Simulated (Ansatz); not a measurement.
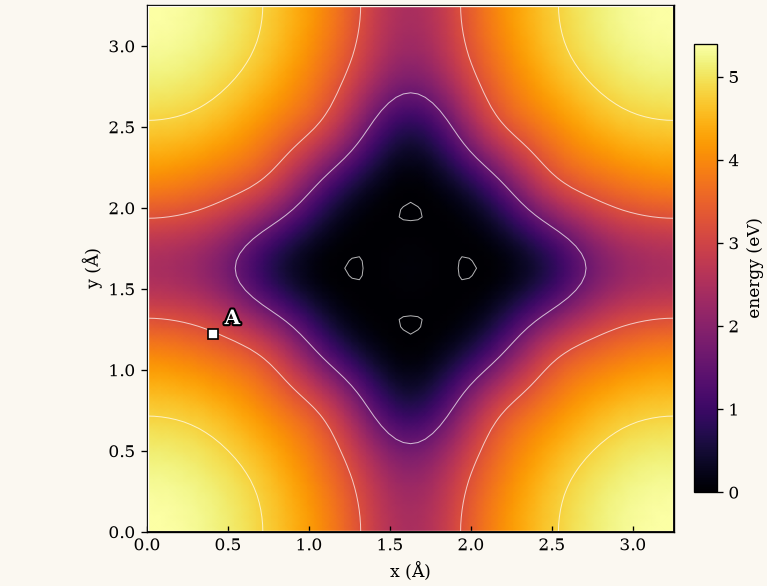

C on a Ti(100) slab cut from the Im-3m phase, its upper half relaxed before the scan (4 atoms of substrate and one adsorbate in a 1 × 1 cell). 
- C is moved over the surface cell; relaxed at each place: the height of the adsorbate's atoms; substrate rigid; the origin of the map has the adsorbate above Ti4.
- Places are given modulo a cell vector. The map is drawn in real space over the plane of the surface.
- Grid: 8 × 8 points; 15 points were computed and 49 follow by symmetry.
- Energies are in eV, from the lowest grid point.
- With one adsorbate in each 1 × 1 cell, its nearest image is 3.3 Å away, so neighbouring adsorbates interact.
- All numbers below come from DFT PBE, scalar-relativistic, plane waves, PAW in Ansatz 0.2.0. Settings: cutoff 420 eV, k-mesh 8×8×1, gaussian smearing 0.1 eV, no spin polarisation.

Drawn: a smooth colour map with a few white contour lines, the outline of one cell of the plane, the point A. Between grid points the surface is interpolated.

### Is A at rest? If not, where is it pushed?

A, at (1/8, 3/8) of the cell vectors, is not a stationary point. The computed force is 4 eV/Å in the plane, pointing up in the picture (components 1.5 and 3.7 eV/Å).
